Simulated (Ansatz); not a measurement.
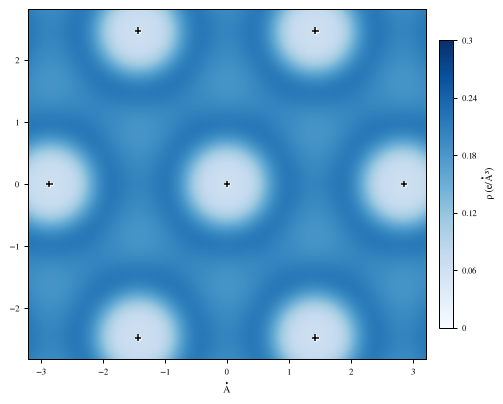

The valence electron density on a plane through atoms (crosses mark nuclei in the plane).

The calculation used DFT PBE, scalar-relativistic, plane waves, PAW (Ansatz).

Candidates:
A. SiO₂, a = 4.13 Å, b = 4.13 Å, c = 2.66 Å, α = 90.00°, β = 90.00°, γ = 90.00°. Space group P4₂/mnm; changed on purpose from its base cell (volume × 0.94, shape and atoms relaxed); computed pressure about 19 GPa in this cell.
B. MnS, a = 5.10 Å, b = 5.10 Å, c = 5.10 Å, α = 90.00°, β = 90.00°, γ = 90.00°. Space group Fm-3m; spin-polarised.
C. Al, a = 4.04 Å, b = 4.04 Å, c = 4.04 Å, α = 90.00°, β = 90.00°, γ = 90.00°. Space group Fm-3m; a generated structure, not necessarily the stable one; computed without spin polarisation.

Which candidate gave the map?

Answer. Candidate C: Al on the (111) plane of the conventional cell, which holds Al. Al–Al (2.86 Å): ρ at the midpoint is about 0.2 e/Å³.
